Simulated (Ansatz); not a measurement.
# Ir(111) (Fm-3m bulk, 4 atomic planes (those closer than 0.6 Å count as one), 7 Å) with one Ir vacancy in a 2 × 2 cell: simulated STM

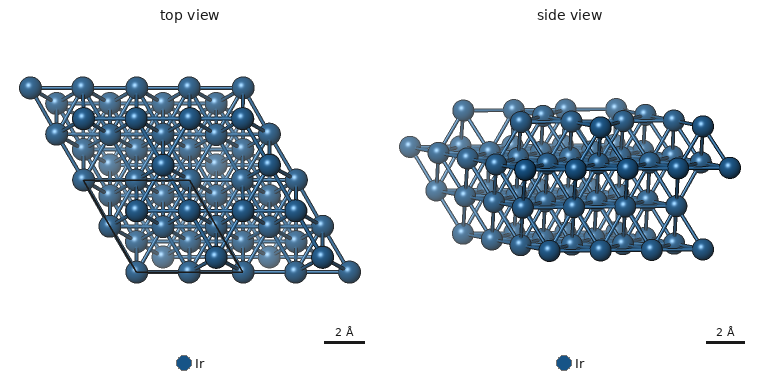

The relaxed structure from above and from the side.

These are results of DFT PBE, scalar-relativistic, plane waves, PAW in Ansatz 0.2.0, not measurements. Cutoff 420 eV, 12 × 12 k-points, Gaussian smearing 0.1 eV, dipole correction. The slab is a cut without reconstruction beyond its cell, at the source's lattice constants, with its lower half held fixed and the rest relaxed. The defects repeat every 5.4 Å and interact, so states at the Fermi level and the work function belong to this dense array. No spin polarisation. Spin–orbit coupling is left out; with Ir it can shift levels and gaps. The run couldn't confirm all of its levels under its output density. The run warns that the functional's potential is rough in the thin density of the vacuum, where the tip is; weak contrasts and barriers may feel it.

Model: Tersoff–Hamann, s-wave tip, no tip–sample forces. Bias windows are sharp sums over the levels of the k mesh.

```
Ir
1.0
     5.42973    0.00000    0.00000
    -2.71487    4.70229    0.00000
     0.00000    0.00000   26.65004
Ir
15
Direct
  0.33333 0.16667 0.37523
  0.33333 0.66667 0.37523
  0.83333 0.16667 0.37523
  0.83333 0.66667 0.37523
  0.16667 0.33333 0.45841
  0.16667 0.83333 0.45841
  0.66667 0.33333 0.45841
  0.66667 0.83333 0.45841
  0.00465 0.00233 0.54207
  0.00000 0.50000 0.54159
  0.49767 0.00233 0.54207
  0.49767 0.49535 0.54207
  0.33741 0.66871 0.62182
  0.83129 0.16259 0.62182
  0.83129 0.66871 0.62182
```

The last single point, restarted from the relaxation's density, took 110 s on 4 threads of Intel(R) Xeon(R) Platinum 8488C (Sapphire Rapids), on a shared host, peak memory 3.5 GiB.

Part 1: The defect in the image

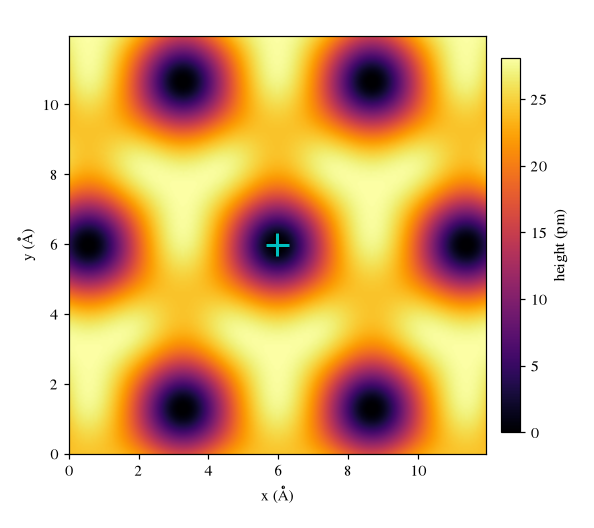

Constant-current image at a set point of 8.4 × 10⁻⁶ e/Å³, sample bias +0.50 V, of Ir(111) (Fm-3m bulk, 4 atomic planes (those closer than 0.6 Å count as one), 7 Å) with one defect or adsorbate in every 2 × 2 cell; the cross marks its site, and a white outline, where drawn, is that cell.

The feature is an Ir vacancy. How does it appear?

Answer. Its site appears as a depression about 27 pm deep against the mean of the area farther than 2.5 Å from it. The brightest spots lie over the sites above the Ir atoms 2.1 Å below the top plane away from the vacancy and the top Ir atoms; the darkest points are over the vacancy.

Part 2: One image

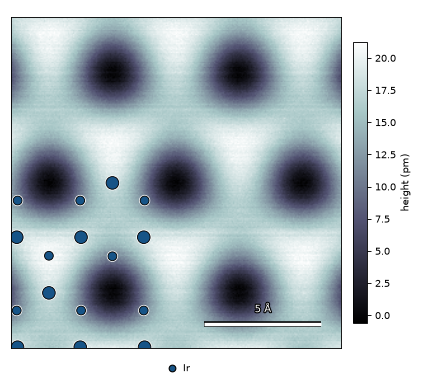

Constant-current image at a set point of 2.0 × 10⁻⁶ e/Å³ of this surface, sample bias −0.50 V. The atoms seen from above are drawn over one corner (deeper ones smaller). Noise was added to mimic a scan.

What lies under the maxima and minima of this image?

Answer. The brightest spots lie over the sites above the Ir atoms 2.1 Å below the top plane away from the vacancy; the darkest points are over the vacancy. The corrugation is 21 pm at a mean tip height of 5.0 Å.

Part 3: Approach curves

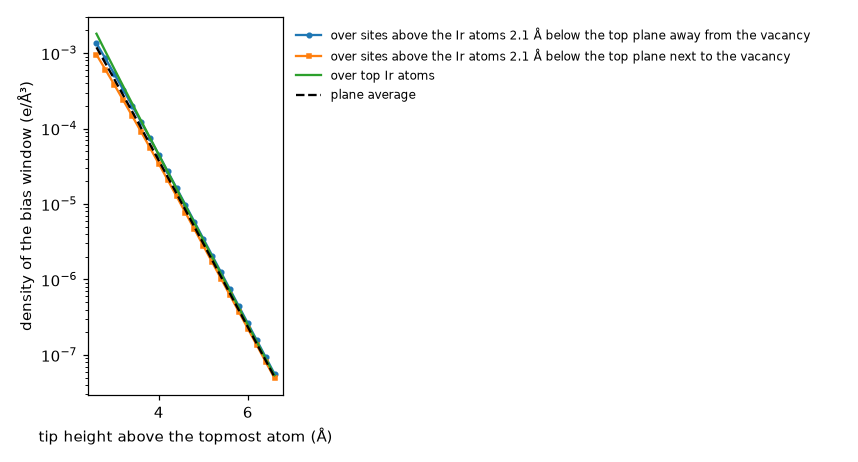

Approach curves over this surface at a sample bias of −1.00 V.

Estimate the decay constant and the apparent barrier, and compare with the vacuum level, which the run puts 5.23 eV above zero bias.

Answer. Near 4 Å the plane average falls as exp(−2.51 z/Å), a factor of 12 per ångström, which gives an apparent barrier of 6.0 eV (0.952 eV Å² times the slope squared). The apparent barrier is above 5.23 eV. At 4 Å the 0.25 eV of states nearest the highest filled state carry 40 % of the density.

Part 4: States by depth

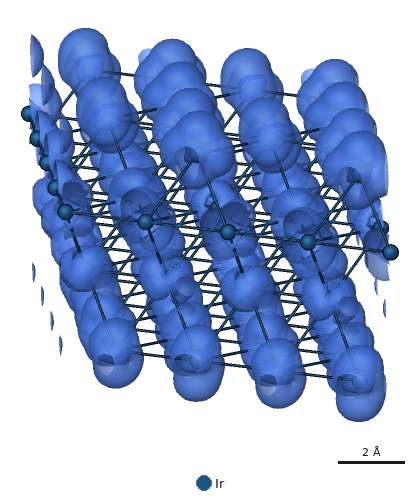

Density of all states between −0.25 and 0.00 eV (zero: the Fermi level) of this surface: blue isosurface at 2.6 × 10⁻² e/Å³, seen from the side, tilted.

The picture shows the smooth PAW orbitals' density alone, which lacks about 22 % of these states' charge, near the nuclei; the shares below count all of it.

Where in the slab do these states sit?

Answer. The window holds 4.3 states per cell. Shares by plane (space cut midway between planes), top to bottom: Ir (3 atoms) 30 %, Ir (4 atoms) 22 %, Ir (4 atoms) 20 %, Ir (4 atoms) 28 %; the outer planes' shares include the vacuum, and density in a gap between layers is shared out between the planes on either side.

Part 5: Bias series

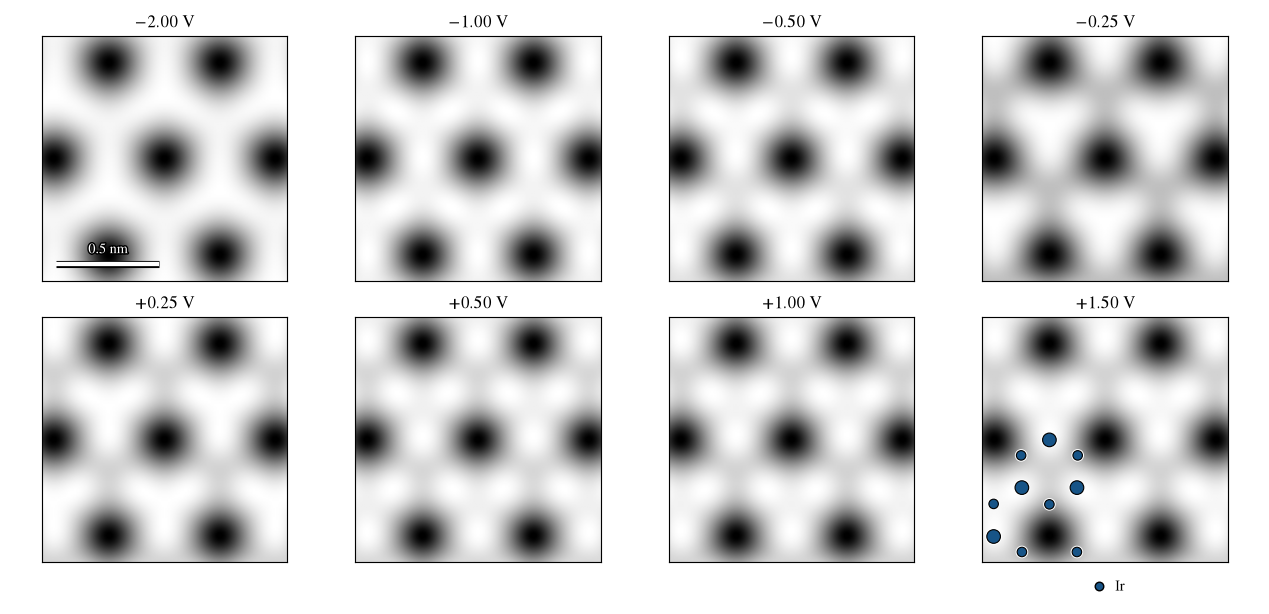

Constant-current images of this surface at 8 sample biases, each on its own colour scale; the last has the atoms seen from above drawn over one corner (deeper ones smaller).

How do the images change with bias?

Answer.
| bias | set point (e/Å³) | corrugation | brightest over |
| --- | --- | --- | --- |
| −2.00 V | 1.8 × 10⁻⁴ | 45 pm | points 1.4 Å to the side of the top Ir atoms, sites above the Ir atoms 2.1 Å below the top plane away from the vacancy and top Ir atoms |
| −1.00 V | 1.3 × 10⁻⁴ | 46 pm | top Ir atoms and sites above the Ir atoms 2.1 Å below the top plane away from the vacancy |
| −0.50 V | 8.0 × 10⁻⁵ | 47 pm | top Ir atoms and sites above the Ir atoms 2.1 Å below the top plane away from the vacancy |
| −0.25 V | 5.0 × 10⁻⁵ | 47 pm | sites above the Ir atoms 2.1 Å below the top plane away from the vacancy |
| +0.25 V | 3.8 × 10⁻⁵ | 46 pm | points just beside the top Ir atoms, sites above the Ir atoms 2.1 Å below the top plane away from the vacancy and top Ir atoms |
| +0.50 V | 9.0 × 10⁻⁵ | 52 pm | top Ir atoms |
| +1.00 V | 1.8 × 10⁻⁴ | 52 pm | top Ir atoms |
| +1.50 V | 2.7 × 10⁻⁴ | 55 pm | top Ir atoms and sites above the Ir atoms 2.1 Å below the top plane away from the vacancy |

The slab has states at the Fermi level, so this model gives a current down to small biases. Its work function (top face) is 5.23 eV.
